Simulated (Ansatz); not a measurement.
# HC$_{16}$ (cell charge +1, with a compensating background) (cell with a defect): what the fields show

Input file:

```
crystal:
  lattice:
    - [0.0, 3.57, 3.57]
    - [3.57, 0.0, 3.57]
    - [3.57, 3.57, 0.0]
  atoms:
    - { symbol: C, position: [0.0, 0.0, 0.0] }
    - { symbol: C, position: [0.125, 0.125, 0.125] }
    - { symbol: C, position: [0.0, 0.0, 0.5] }
    - { symbol: C, position: [0.125, 0.125, 0.625] }
    - { symbol: C, position: [0.0, 0.5, 0.0] }
    - { symbol: C, position: [0.125, 0.625, 0.125] }
    - { symbol: C, position: [0.0, 0.5, 0.5] }
    - { symbol: C, position: [0.125, 0.625, 0.625] }
    - { symbol: C, position: [0.5, 0.0, 0.0] }
    - { symbol: C, position: [0.625, 0.125, 0.125] }
    - { symbol: C, position: [0.5, 0.0, 0.5] }
    - { symbol: C, position: [0.625, 0.125, 0.625] }
    - { symbol: C, position: [0.5, 0.5, 0.0] }
    - { symbol: C, position: [0.625, 0.625, 0.125] }
    - { symbol: C, position: [0.5, 0.5, 0.5] }
    - { symbol: C, position: [0.625, 0.625, 0.625] }
    - { symbol: H, position: [0.7420484, 0.2526254, 0.2528144] }
total_charge: 1
basis:
  ecutwfc: 420.0
kpoints:
  mp_grid: { grid: [3, 3, 3] }
hamiltonian:
  xc: pbe
scf:
  occupations: { method: gaussian, width: 0.02 }
  lower_state_search: "off"
relax:
  f_tol: 0.03
  max_steps: 60
  adjacent_minimum: "off"
output:
  write_density: true
  write_potential: true
  elf: true
  volumetric_format: npy
```

Launched as:

```sh
ansatz run input.yaml --threads 1 --pin off --max-ram 3072MiB --backend cpu --events-out ev --progress --plain --runs-dir out
```

The fields are those of the relaxed geometry.

All numbers below come from Ansatz, DFT PBE, scalar-relativistic, plane waves, PAW.

The density is the valence pseudo-density of a PAW calculation; it isn't the true density close to the nuclei.

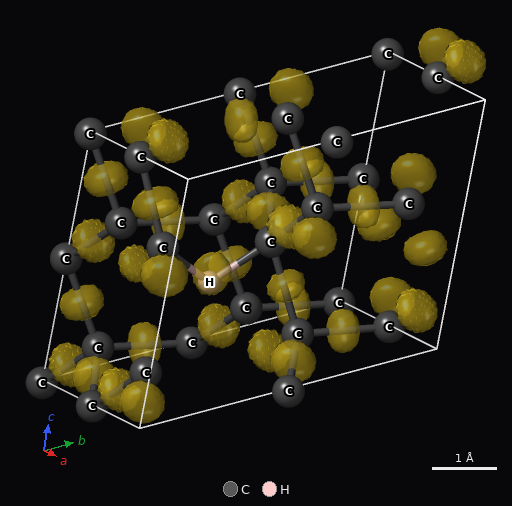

Figure 1. Isosurface of the ELF at 0.85 (yellow), seen slightly off an axis. Only the valence region is drawn (cores and ρ < 0.01 e/Å³ removed). Sticks mark near contacts.

Question: Describe the localisation domains.

Answer: The ELF exceeds this value in 31 regions between bonded C–C atoms (shared pairs) and one region around a hydrogen nucleus, counted in one cell of 17 atoms. Regions shared between cells count once. Profiles from the grid: C–H (1.18 Å): the ELF climbs to about 0.95 towards the hydrogen, as it does in any bond to H: an ordinary covalent bond to hydrogen. C–C (1.50 Å): the ELF peaks at about 0.95 between the atoms, as expected for a covalent bond.

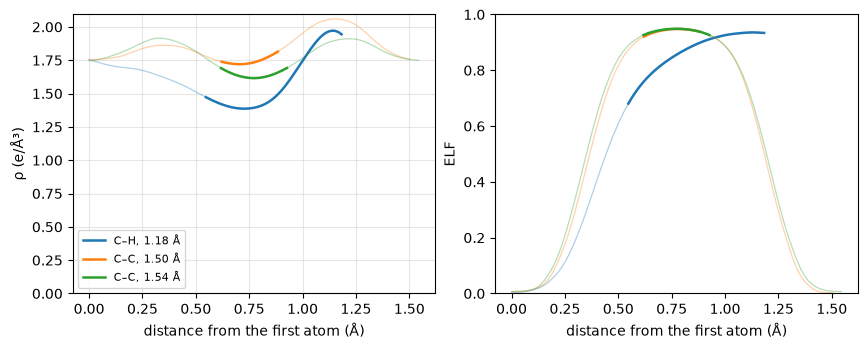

Figure 2. Valence charge density (pseudo) and ELF along straight lines between neighbouring atoms. Thin, pale parts lie inside the atomic spheres.

Question: What kind of bonding do the profiles show?

Answer: C–H (1.18 Å): the density is about 1.4 e/Å³ at the midpoint; the ELF climbs to about 0.95 towards the hydrogen: a covalent bond by its length.
C–C (1.50 Å): ρ at the midpoint is about 1.7 e/Å³; the ELF peaks at about 0.95 between the atoms; localised, covalent bonding.
C–C (1.54 Å): ρ is about 1.6 e/Å³ halfway; the ELF peaks at about 0.95 between the atoms, as expected for localised, covalent bonding.

Question: Does the calculation give a band gap?

Answer: It is gapped, with a Kohn–Sham gap of 2.6 eV on the k-point mesh, an upper bound to the gap of this method.
